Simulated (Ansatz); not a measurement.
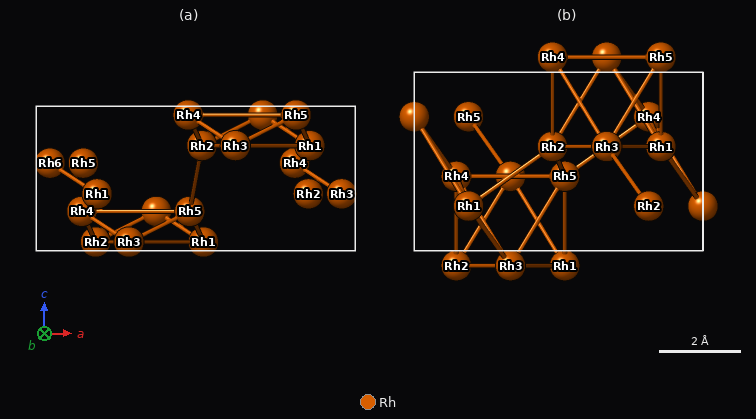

The structure of a crystal of Rh (built on the S_148 type) (coarse preliminary run) before (left) and after (right) a relaxation, at one scale.

Style: ball-and-stick. Shown: the conventional cell (3 times the calculation's cell), along the b axis. Lengths and directions refer to the drawn axes.

Case: S type (R-3, No. 148).

The calculation used Ansatz, DFT PBE, scalar-relativistic, plane waves, PAW. (plane-wave cutoff 420 eV; k-point mesh 6 × 6 × 6; occupations gaussian; smearing width 0.1 eV; no spin polarisation; cell and atoms relaxed; force threshold 0.04 eV/Å; at most 70 steps)

> What changed between the two?

After 10 accepted moves (12 points after the start) the energy has fallen by 7855 meV per atom. Largest force component: 33 eV/Å at the start, 0.01 eV/Å at the end. Pressure: 238.65 GPa at the start and 0.04 GPa at the end. At 2 points the geometry stayed and the basis and grid were re-selected for the new cell (energy shift of 21.3 meV per atom at most each time). The largest moves relative to the cell, 0.73 Å, are those of Rh1, Rh2, Rh3, Rh4, Rh5 and Rh6. Rh5 goes along [1 1 3]. The drawn cell changes as follows: a = b 9.132 → 8.260 Å (−9.5 %), c 3.584 → 4.430 Å (+23.6 %); the volume changes by +1.1 %. Near-neighbour distances that change, for instance: Rh1–Rh4 3.657 → 2.699 Å, Rh1–Rh5 1.753 → 2.704 Å, Rh1–Rh5 (another image) 3.236 → 2.704 Å, Rh1–Rh2 2.921 → 2.552 Å. New bonds form: Rh1–Rh4 (3.66 → 2.70 Å), Rh2–Rh5 (3.66 → 2.70 Å), Rh3–Rh6 (3.66 → 2.70 Å). Bond angles that change, for instance: Rh5–Rh1–Rh6 102.6° → 59.6°, Rh3–Rh1–Rh4 106.2° → 83.6°, Rh4–Rh1–Rh6 161.3° → 140.5°. The space group (tolerance 0.01 Å) goes from R-3 (No. 148) to R-3c (No. 167). The run took about 60 core-seconds on a shared host.
